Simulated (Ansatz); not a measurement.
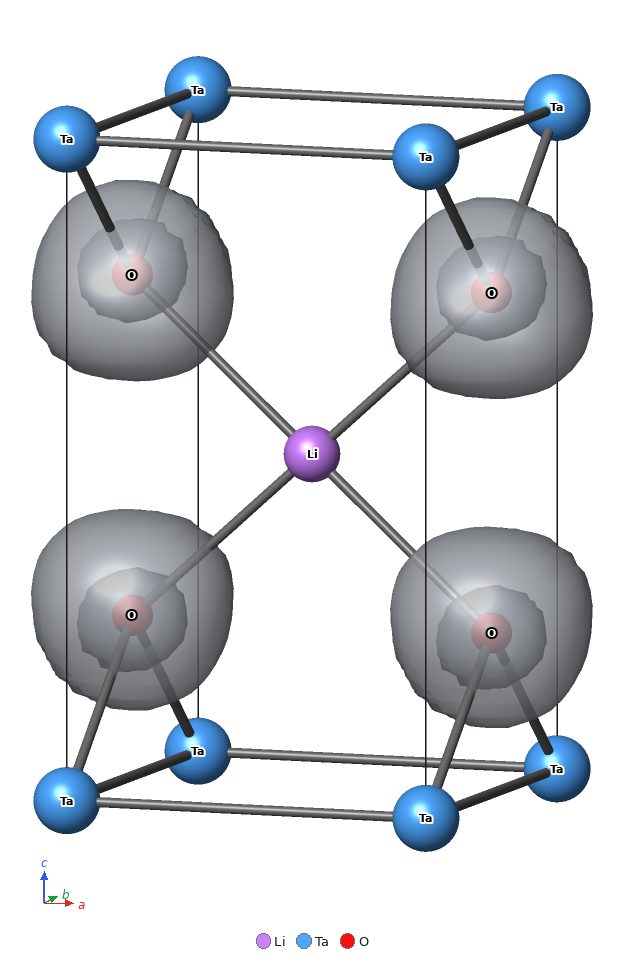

LiTaO2. Isosurface of the electron localisation function at 0.75 (grey), seen slightly off an axis. Only the valence region is drawn (cores and ρ < 0.01 e/Å³ removed). Sticks mark near contacts.

Space group Pmmm; a structure generated by program, which may or may not match a known phase.

Level of theory: DFT PBE, scalar-relativistic, plane waves, PAW in Ansatz.

```
Li Ta O
1.0
     3.05526    0.00000    0.00000
     0.00000    3.08791    0.00000
     0.00000    0.00000    5.34330
Li Ta O
1 1 2
Direct
  0.50000 0.50000 0.50000
  0.00000 0.00000 0.00000
  0.00000 0.50000 0.24269
  0.00000 0.50000 0.75731
```

Identify the bonds, lone pairs and shells in this picture.

Answer. The surface consists of two regions wrapped around O (the valence shell of each), counted in one cell of 4 atoms. Regions shared between cells count once.

Values along the shortest contacts:
Ta–O (2.02 Å): the ELF peaks at about 0.80 in the valence shell of O, 0.6 Å from its nucleus, and drops to about 0.20 between the two atoms: no shared electron pair shows on this line. Li–O (2.06 Å): the ELF peaks at about 0.85 in the valence shell of O, 0.6 Å from its nucleus, and is about 0.50 at the midpoint.

Which way does charge flow, and how much by Bader's partition?

Answer. Electrons move from Li and Ta towards O. Bader charges: Li +0.90, Ta +1.78 and O −1.34 e.

Metal or insulator at this level of theory?

Answer. It is gapless in this calculation (a metal or semimetal); semilocal functionals without U, or without the true magnetic order, often close the gap of such compounds.
